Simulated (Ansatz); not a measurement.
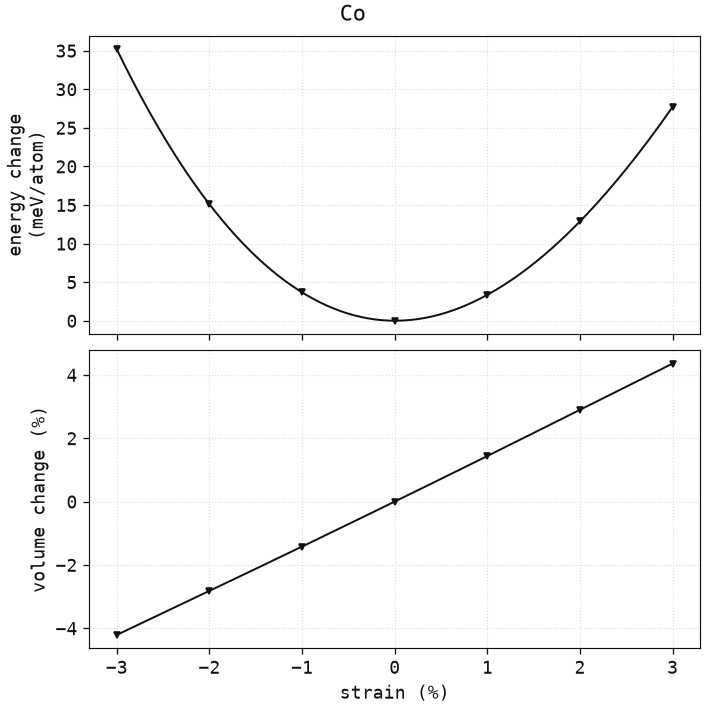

The plot gives the computed energy change and volume change against strain for Co, space group P6_3/mmc (No. 194).

Structure:
```
CELL_PARAMETERS angstrom
2.45591 0.00000 0.00000
-1.22796 2.12688 0.00000
0.00000 0.00000 3.96804
ATOMIC_POSITIONS crystal
Co 0.33333 0.66667 0.25000
Co 0.66667 0.33333 0.75000
```

Calculation (Ansatz 0.2.0): energy, stress and cell of a relaxed crystal along a series of strains, atoms and what the cell freedom names relaxed within the symmetry; plane waves with PAW datasets, Γ-centred k mesh; energies extrapolated to zero smearing. Level: PBEsol, collinear spin. The state reached is ferromagnetic.

- wave cutoff: 420 eV
- k mesh: 21×21×10
- occupations: Gaussian
- smearing width: 0.1 eV
- strain kind: biaxial in the ab plane
- cell freedom: length and tilt of c free

Does the undistorted structure sit at the bottom of the curve?

Answer. Yes: the energy rises on both sides of the starting structure, which is therefore a minimum along this path.

What does the volume change do across the range?

Answer. It rises from −4.21 % at strain −3 % to 4.36 % at 3 %.

Is there a gap?

Answer. No, the levels on the k mesh show a metal at every point.
